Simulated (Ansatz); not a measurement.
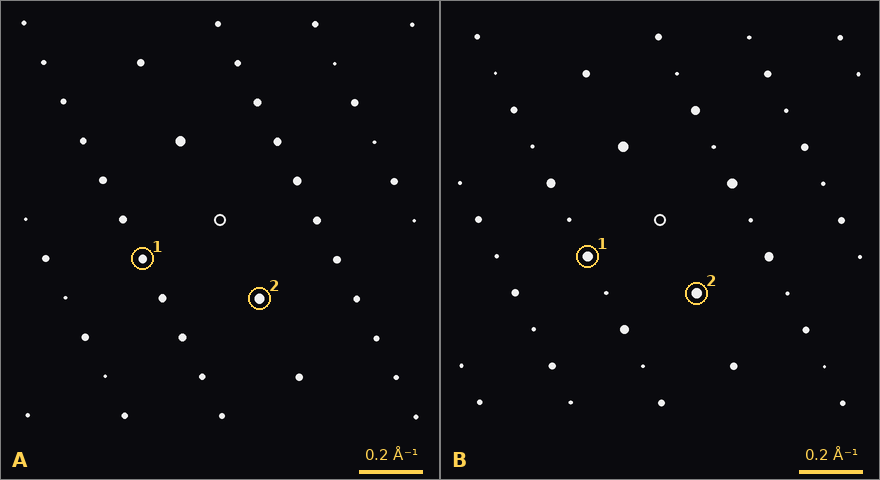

Kinematic electron diffraction patterns (120 kV, B = 0.5 Å², same scale) along [110] of the run's own cell, for the start and the end of one relaxation of BN with Ansatz 0.2.0, DFT PBE, scalar-relativistic, plane waves, PAW. k mesh 10×10×4. The start is a generated model structure, and the relaxation ends in the nearest stationary point of its symmetry, not necessarily the ground state. Spot 1 is -1 1 0 and spot 2 is 0 0 2 in both.

Start structure:

```yaml
crystal:
  lattice:
    - [1.31232, -3.60289, 0.00000]
    - [1.31232, 3.60289, 0.00000]
    - [0.00000, 0.00000, 7.08174]
  atoms:
    - { symbol: B, position: [0.80747, 0.19253, 0.25000] }
    - { symbol: B, position: [0.19253, 0.80747, 0.75000] }
    - { symbol: N, position: [0.69243, 0.30757, 0.75000] }
    - { symbol: N, position: [0.30757, 0.69243, 0.25000] }
```

**Which pattern belongs to the start structure, and which to the relaxed one?**

A is the start: its cell gives d(1) = 3.603 Å, d(2) = 3.541 Å and an angle of 90.0°. B is the relaxed structure, with d(1) = 3.851 Å (+6.9 %), d(2) = 3.803 Å (+7.4 %) and 90.0°.

**Name reflections whose intensity changes strongly on relaxation.**

2 -2 0 goes from 0.44 to 29 % of the strongest spot; 2 -2 2 goes from 0.32 to 21 % of the strongest spot; 1 -1 1 goes from 39 to 1.8 % of the strongest spot.

**Summarise the relaxation behind the change.**

The volume changed by +14.7 % to 19.21 Å³ an atom; with the mean shift removed, the atoms moved by up to 0.36 Å relative to the cell (B most); the space group stayed Cmcm (No. 63); the free energy fell by 2.3 meV an atom. Relaxed cell: a = 4.068 Å, b = 4.068 Å, c = 7.607 Å, α = 90.00°, β = 90.00°, γ = 142.38°.
